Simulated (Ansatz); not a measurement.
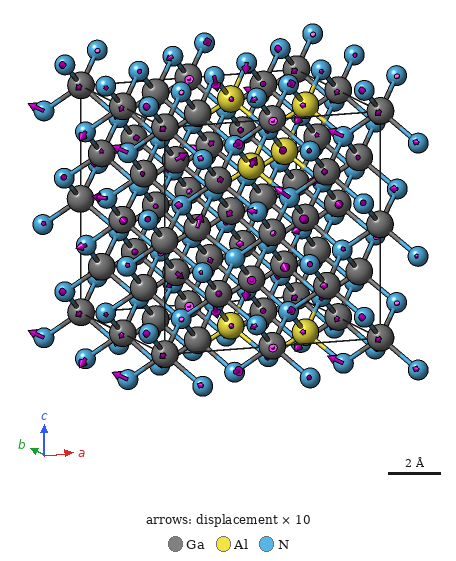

A relaxation of solid Ga$_{28}$Al$_{4}$N$_{32}$ (a generated structure, set up in P1). The starting structure is drawn; purple arrows show the displacements, 10 times their true length.

Style: ball-and-stick. Shown: the cell of the calculation, slightly off an axis.

All numbers below come from DFT, PBEsol, PAW, plane waves (Ansatz 0.2.0). Set-up: plane-wave cutoff 420 eV; k-point mesh 1 × 1 × 1; mesh shifted by (0.25, 0.25, 0.25); no spin polarisation; cell relaxed at fixed shape; force threshold 0.03 eV/Å; at most 80 steps.

Describe the change and its energy.

The atom that moves furthest is an N atom (0.078 Å along [−3 1 2]). Largest moves by element: N 0.078 Å, Ga 0.064 Å, Al 0.053 Å. The cell doesn't change. Among the contacts that change: Al–N 1.975 → 1.897 Å, Ga–N 2.019 → 1.947 Å, Ga–N 1.876 → 1.946 Å, Al–N 1.974 → 1.919 Å. Among the angles between lasting bonds that change: N–Ga–N 106.2° → 111.0°, Ga–N–Al 106.6° → 111.4°, Ga–N–Al 106.5° → 111.3°. The space group (tolerance 0.01 Å) goes from P1 (No. 1) to P-43m (No. 215). The energy falls by 12.5 meV per atom in 4 geometry steps. Largest force component: 1.5 eV/Å at the start, 0.005 eV/Å at the end. The pressure goes from 0.27 to −0.01 GPa.
